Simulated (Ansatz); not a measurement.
**Two runs on Al$_{3}$Ni$_{2}$**

System: Al$_{3}$Ni$_{2}$ (P-3m1, 5 atoms in the cell).
Method of run 1: DFT r2SCAN, scalar-relativistic, plane waves, PAW, no spin polarisation (Ansatz 0.2.0).

The structure derives from a Materials Project entry. Text and figures count atoms from 1; the logs count them from 0 in places.

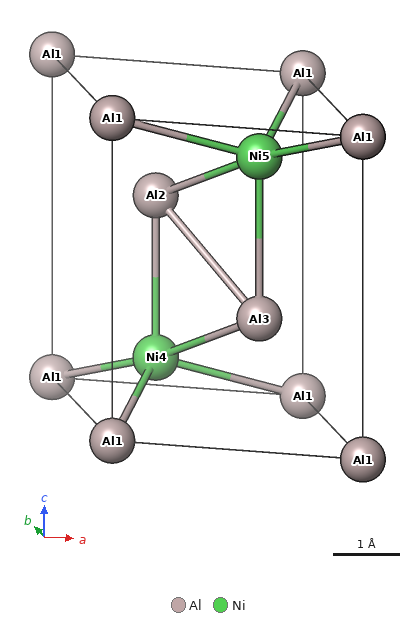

The structure (ball-and-stick view of the cell of the calculation, seen slightly off an axis; atoms are numbered from 1 in the order of the input). An atom can appear more than once, as a periodic image.

Input file, run 1:
```yaml
crystal:
  lattice:
    - [4.0067213623, 0.0, 0.0]
    - [-2.0033606812, 3.4699224857, 0.0]
    - [0.0, 0.0, 5.1046033833]
  atoms:
    - { symbol: Al, position: [0.0, 0.0, 0.0] }
    - { symbol: Al, position: [0.3333333333, 0.6666666667, 0.6484376367] }
    - { symbol: Al, position: [0.6666666667, 0.3333333333, 0.3515623633] }
    - { symbol: Ni, position: [0.3333333333, 0.6666666667, 0.1462123372] }
    - { symbol: Ni, position: [0.6666666667, 0.3333333333, 0.8537876628] }
basis:
  ecutwfc: 500
kpoints:
  mp_grid: { grid: [12, 12, 10] }
hamiltonian:
  xc: r2scan
scf:
  occupations: { method: gaussian, width: 0.15 }
output:
  forces: true
  stress: true
  eigenvalues: true
  write_density: true
  write_potential: true
  elf: true
  volumetric_format: npy
```

Launched with:
```bash
ansatz run input.yaml --threads 2 --pin off --max-ram 5120MiB --backend cpu --events-out ev --progress --plain --runs-dir out
```

Hardware: 2 threads of AMD EPYC (Zen 3), 189 GiB of memory available, shared host.

Output, shortened to warnings, some set-up lines, iterations and results (run 1):
```
Basis set: ecut = 500 eV, 1813 PW (Γ), exchange–correlation on 120×120×160 points (64 copies of the dense FFT grid, shifted against one another)
Symmetry: 12 space group operations
k-points: 162 of 1440
Initial density: superposition of atomic densities (neutral atoms: chi_scale 0, normalization atom), corrected by the library's trained network
[...]
SCF iter   1: F=—  HF=-13314.803951 eV  |F-HF|=—  |Δ(HF+E_count)|=         —  Δρ=2.82e-2  dr2=5.16e-1  dr2_τ=1.17e-1  ethr=1.77e-3  ⟨swp⟩=6.0  Hψ=20371  notcnv=0
SCF iter   2: F=—  HF=-13314.953465 eV  |F-HF|=—  |Δ(HF+E_count)|=   1.50e-1  Δρ=3.45e-2  dr2=4.92e-1  dr2_τ=2.87e-3  ethr=1.15e-3  ⟨swp⟩=2.6  Hψ=8687  notcnv=0  defer=175
SCF iter   3: F=—  HF=-13314.885273 eV  |F-HF|=—  |Δ(HF+E_count)|=   6.82e-2  Δρ=3.15e-3  dr2=1.13e-2  dr2_τ=8.83e-5  ethr=1.09e-3  ⟨swp⟩=2.0  Hψ=6599  notcnv=0  defer=175
SCF iter   4: F=—  HF=-13314.880882 eV  |F-HF|=—  |Δ(HF+E_count)|=   4.39e-3  Δρ=3.19e-3  dr2=4.08e-3  dr2_τ=2.62e-5  ethr=2.52e-5  ⟨swp⟩=2.0  Hψ=8263  notcnv=0  defer=171
SCF iter   5: F=—  HF=-13314.880932 eV  |F-HF|=—  |Δ(HF+E_count)|=   4.93e-5  Δρ=6.08e-4  dr2=2.91e-4  dr2_τ=2.43e-5  ethr=9.06e-6  ⟨swp⟩=2.8  Hψ=7930  notcnv=0  defer=171
SCF iter   6: F=—  HF=-13314.880942 eV  |F-HF|=—  |Δ(HF+E_count)|=   1.01e-5  Δρ=9.74e-4  dr2=4.05e-4  dr2_τ=2.18e-6  ethr=6.46e-7  ⟨swp⟩=2.0  Hψ=6542  notcnv=0  defer=171
SCF iter   7: F=—  HF=-13314.880978 eV  |F-HF|=—  |Δ(HF+E_count)|=   3.66e-5  Δρ=8.81e-5  dr2=6.14e-6  dr2_τ=6.49e-8  ethr=6.46e-7  ⟨swp⟩=2.4  Hψ=6508  notcnv=0  defer=171
SCF iter   8: F=—  HF=-13314.880980 eV  |F-HF|=—  |Δ(HF+E_count)|=   2.08e-6  Δρ=4.04e-5  dr2=1.24e-6  dr2_τ=1.04e-8  ethr=1.37e-8  ⟨swp⟩=2.5  Hψ=7412  notcnv=0  defer=171
SCF iter   9: F=-13314.880980 eV  HF=-13314.880980 eV  |F-HF|=3.81e-8  |Δ(HF+E_count)|=  1.49e-10  Δρ=9.06e-6  dr2=8.15e-8  dr2_τ=2.29e-9  ethr=2.22e-10  ⟨swp⟩=11.6  Hψ=36633 …
SCF 1 converged in 9 iterations: F = -13314.880980 eV  dr2 = 8.15e-8
SCF converged after 9 iterations
Free energy (F): -13314.880980 eV
Harris-Foulkes:  -13314.880980 eV  (|F-HF|=3.81e-8)
Internal energy: -13314.866804 eV  (E = F + TS)
E sigma→0 (E₀):  -13314.873892 eV
Entropy (-TS):   -0.014176 eV (-2.835 meV/atom)
Fermi energy:    10.595172 eV
--- Per-component energies (eV) ---
  E_band       = -834.591023
  E_kinetic    = 640.381187
  E_local      = -10427.818522  (includes V_loc(G=0)·N_el)
  E_nonlocal   = 1307.709198
  E_hartree    = 4545.325579
  E_xc         = -269.709758
  E_vxc        = -331.351332  (∫ρ·V_xc dr)
  E_paw        = -4710.033650  (= ΣΔE_a)
  E_vpaw       = -1136.154857  (= ΣTr[D̂ρ^β])
  E_aug_tail   = 0.000464  (compensation charges beyond the density's cutoff)
  E_vtau       = 22.021546  (kinetic-family band-sum trace: ∫τ·v_τ [+ j·A + Jᵃ·Aᵃ] dr)
  E_ewald      = -4399.940841
  E_core_change = -0.780461  (= ΣΔE_core)
  E_smearing   = -0.014176  (= −TS)
  E_closure    = 0.000000  (closes the sum)
  Σ components = -13314.880980   (vs F -13314.880980, Δ=0.00e0)
--- Forces (eV/Å), atoms counted from 1 ---
  atom   1  Al    -0.00000000     0.00000000     0.00000000
  atom   2  Al     0.00000000    -0.00000000     0.14756500
  atom   3  Al    -0.00000000     0.00000000    -0.14756500
  atom   4  Ni    -0.00000000     0.00000000     0.01727918
  atom   5  Ni     0.00000000    -0.00000000    -0.01727918
  max |Σ_I F_I| component: 2.78e-17 eV/Å
--- Stress (GPa, compression-positive) ---
       -3.291664       0.000000      -0.000000
        0.000000      -3.291664       0.000000
       -0.000000       0.000000     -12.674447
  P = ⅓ Tr σ = -6.4193 GPa (-64.193 kbar)
```

The input of run 2 differs as follows (lines with − go, lines with + come):
```diff
-    - [4.0067213623, 0.0, 0.0]
-    - [-2.0033606812, 3.4699224857, 0.0]
+    - [4.2070574305, 0.0, 0.0]
+    - [-2.1035287153, 3.6434186099, 0.0]
```

What does this change do to the results?

With the same functional and potentials, run 2 lies 89.9 meV per atom higher. The pressure goes from −6.42 to −15.62 GPa. The largest force goes from 0.148 to 0.173 eV/Å. The volume per atom goes from 14.19 to 15.65 Å³. The SCF takes 10 iterations against 9. The plane waves at Γ go from 1813 to 1993.

Output, shortened to warnings, some set-up lines, iterations and results (run 2):
```
Basis set: ecut = 500 eV, 1993 PW (Γ), exchange–correlation on 128×128×160 points (64 copies of the dense FFT grid, shifted against one another)
Symmetry: 12 space group operations
k-points: 162 of 1440
Initial density: superposition of atomic densities (neutral atoms: chi_scale 0, normalization atom), corrected by the library's trained network
[...]
SCF iter   1: F=—  HF=-13314.381236 eV  |F-HF|=—  |Δ(HF+E_count)|=         —  Δρ=3.20e-2  dr2=6.98e-1  dr2_τ=1.00e-1  ethr=1.77e-3  ⟨swp⟩=5.9  Hψ=20102  notcnv=0
SCF iter   2: F=—  HF=-13314.551845 eV  |F-HF|=—  |Δ(HF+E_count)|=   1.71e-1  Δρ=4.42e-2  dr2=9.51e-1  dr2_τ=4.48e-3  ethr=1.55e-3  ⟨swp⟩=2.4  Hψ=8609  notcnv=0  defer=164
SCF iter   3: F=—  HF=-13314.438666 eV  |F-HF|=—  |Δ(HF+E_count)|=   1.13e-1  Δρ=7.59e-3  dr2=2.11e-2  dr2_τ=3.89e-4  ethr=1.55e-3  ⟨swp⟩=2.0  Hψ=6421  notcnv=0  defer=164
SCF iter   4: F=—  HF=-13314.431560 eV  |F-HF|=—  |Δ(HF+E_count)|=   7.11e-3  Δρ=3.77e-3  dr2=6.46e-3  dr2_τ=3.93e-5  ethr=4.68e-5  ⟨swp⟩=2.1  Hψ=8552  notcnv=0  defer=164
SCF iter   5: F=—  HF=-13314.431631 eV  |F-HF|=—  |Δ(HF+E_count)|=   7.10e-5  Δρ=6.14e-4  dr2=2.94e-4  dr2_τ=1.96e-5  ethr=1.44e-5  ⟨swp⟩=2.1  Hψ=7492  notcnv=0  defer=164
SCF iter   6: F=—  HF=-13314.431606 eV  |F-HF|=—  |Δ(HF+E_count)|=   2.47e-5  Δρ=8.00e-4  dr2=3.33e-4  dr2_τ=1.73e-6  ethr=6.53e-7  ⟨swp⟩=2.0  Hψ=6484  notcnv=0  defer=164
SCF iter   7: F=—  HF=-13314.431620 eV  |F-HF|=—  |Δ(HF+E_count)|=   1.37e-5  Δρ=6.21e-5  dr2=4.48e-6  dr2_τ=1.50e-8  ethr=6.53e-7  ⟨swp⟩=2.3  Hψ=6846  notcnv=0  defer=164
SCF iter   8: F=—  HF=-13314.431618 eV  |F-HF|=—  |Δ(HF+E_count)|=   1.89e-6  Δρ=2.11e-5  dr2=7.39e-7  dr2_τ=5.21e-9  ethr=9.96e-9  ⟨swp⟩=2.4  Hψ=7218  notcnv=0  defer=164
SCF iter   9: F=—  HF=-13314.431618 eV  |F-HF|=—  |Δ(HF+E_count)|=   4.22e-8  Δρ=1.78e-5  dr2=2.47e-7  dr2_τ=1.77e-9  ethr=1.64e-9  ⟨swp⟩=2.1  Hψ=6574  notcnv=0  defer=164
SCF iter  10: F=-13314.431618 eV  HF=-13314.431618 eV  |F-HF|=1.83e-8  |Δ(HF+E_count)|=   1.77e-8  Δρ=5.63e-6  dr2=2.40e-8  dr2_τ=7.70e-11  ethr=2.22e-10  ⟨swp⟩=11.5  …
SCF 1 converged in 10 iterations: F = -13314.431618 eV  dr2 = 2.40e-8
SCF converged after 10 iterations
Free energy (F): -13314.431618 eV
Harris-Foulkes:  -13314.431618 eV  (|F-HF|=1.83e-8)
Internal energy: -13314.415380 eV  (E = F + TS)
E sigma→0 (E₀):  -13314.423499 eV
Entropy (-TS):   -0.016237 eV (-3.247 meV/atom)
Fermi energy:    9.300138 eV
--- Per-component energies (eV) ---
  E_band       = -880.960382
  E_kinetic    = 632.471619
  E_local      = -10605.841601  (includes V_loc(G=0)·N_el)
  E_nonlocal   = 1309.455105
  E_hartree    = 4613.194770
  E_xc         = -265.726826
  E_vxc        = -325.517712  (∫ρ·V_xc dr)
  E_paw        = -4711.502590  (= ΣΔE_a)
  E_vpaw       = -1139.490642  (= ΣTr[D̂ρ^β])
  E_aug_tail   = 0.000464  (compensation charges beyond the density's cutoff)
  E_vtau       = 21.593552  (kinetic-family band-sum trace: ∫τ·v_τ [+ j·A + Jᵃ·Aᵃ] dr)
  E_ewald      = -4285.685860
  E_core_change = -0.780461  (= ΣΔE_core)
  E_smearing   = -0.016237  (= −TS)
  E_closure    = -0.000000  (closes the sum)
  Σ components = -13314.431618   (vs F -13314.431618, Δ=0.00e0)
--- Forces (eV/Å), atoms counted from 1 ---
  atom   1  Al    -0.00000000     0.00000000    -0.00000000
  atom   2  Al    -0.00000000     0.00000000     0.17276695
  atom   3  Al     0.00000000    -0.00000000    -0.17276695
  atom   4  Ni     0.00000000    -0.00000000    -0.12512008
  atom   5  Ni    -0.00000000     0.00000000     0.12512008
  max |Σ_I F_I| component: 3.70e-17 eV/Å
--- Stress (GPa, compression-positive) ---
      -15.266041       0.000000      -0.000000
        0.000000     -15.266041       0.000000
       -0.000000       0.000000     -16.339027
  P = ⅓ Tr σ = -15.6237 GPa (-156.237 kbar)
```

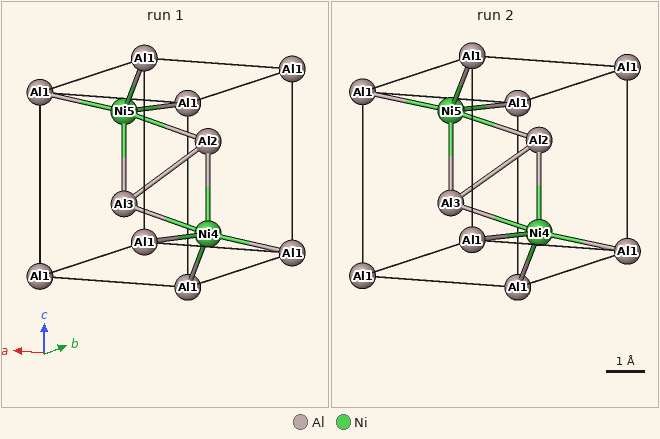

The two input geometries at one scale (ball-and-stick view of the cell of the calculation, seen at an oblique angle). No atom moves by more than 0.005 Å relative to the cell. The volume changes by +10.2 %, with a = b 4.007 → 4.207 Å (+5.0 %), c stays at 5.105 Å. Among the contacts that change: Al1–Ni4 2.431 → 2.541 Å, Al2–Ni5 2.540 → 2.645 Å, Ni4–Ni5 2.753 → 2.851 Å, Al2–Al3 2.765 → 2.863 Å.

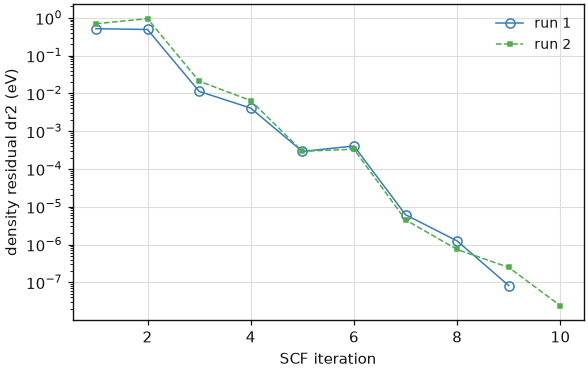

Convergence of the two runs: density residual dr2 against the SCF iteration. Run 1 takes 9 iterations in all, and run 2 takes 10.

The two runs side by side:

| quantity | run 1 | run 2 |
| --- | --- | --- |
| outcome | converged | converged |
| free energy per atom (eV) | −2662.9762 | −2662.8863 |
| energy per atom, smearing taken to zero (eV) | −2662.9748 | −2662.8847 |
| gap on the mesh (eV) | 0.00 | 0.00 |
| pressure (GPa) | −6.42 | −15.62 |
| volume per atom (Å³) | 14.19 | 15.65 |
| largest force (eV/Å) | 0.148 | 0.173 |
| SCF iterations | 9 | 10 |
| irreducible k-points | 162 | 162 |
| plane waves at Γ | 1813 | 1993 |
| wall time (shared host) | 58 s | 63 s |

For both runs: The run has no spin polarisation, so a magnetic state may lie lower. For run 2: The cell is under a tension of 15.6 GPa at this level, so it is not at its equilibrium volume.
